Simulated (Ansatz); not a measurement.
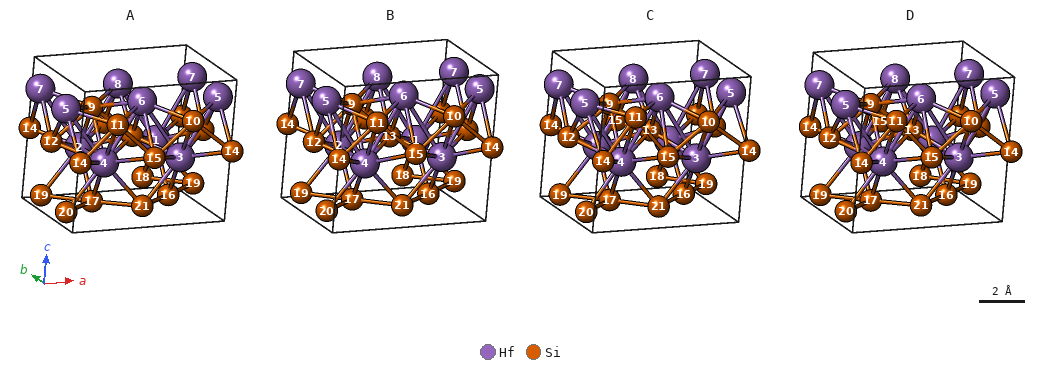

4 geometries from one relaxation of crystalline Hf8Si13 (a generated structure, set up in P1) (coarse preliminary run), in shuffled order. The picture is a ball-and-stick view of the cell of the calculation (origin shifted), seen slightly off an axis.

Case: 3 of 16 Si atoms taken out at random.

Computed with Ansatz 0.2.0, DFT PBEsol, scalar-relativistic, plane waves, PAW. Settings: plane-wave cutoff 420 eV; k-point mesh 2 × 2 × 2; occupations gaussian; smearing width 0.1 eV; mesh shifted by (0.5, 0.5, 0.5); no spin polarisation; cell and atoms relaxed; force threshold 0.04 eV/Å; at most 50 steps.

Order the frames from highest to lowest energy.

B, A, C, D. They are steps 0, 1, 2, 6, at +37.1 meV per atom, +20.6 meV per atom, +5.6 meV per atom relative to the last. Si13 moves most relative to the cell: 0.38 Å along [2 1 3]. Largest moves by element: Si 0.38 Å, Hf 0.22 Å. Cell: a 7.272 → 7.113 Å (−2.2 %), b 7.300 → 7.391 Å (+1.2 %), c 7.401 → 7.336 Å (−0.9 %), α 104.3° → 104.5°, β 90.0° → 90.4°, γ 90.0° → 89.7°. Volume −1.9 %. Some distances before and after: Hf2–Hf4 3.672 → 3.353 Å, Hf8–Si13 2.979 → 2.713 Å, Hf5–Si12 2.956 → 2.730 Å, Hf6–Si13 2.940 → 2.721 Å. The space group stays P1 (No. 1). The energy falls by 37.1 meV per atom in 5 accepted moves (6 points after the start). The largest force component goes from 1 to 0.023 eV/Å. Pressure: −2.56 GPa at the start and 0.01 GPa at the end. At 1 point the geometry stayed and the basis and grid were re-selected for the new cell (energy shift of 0.1 meV per atom at most each time). The run took 40 s on 4 threads of Intel(R) Xeon(R) 6975P-C (Granite Rapids), on a shared host, peak memory 1.4 GiB.
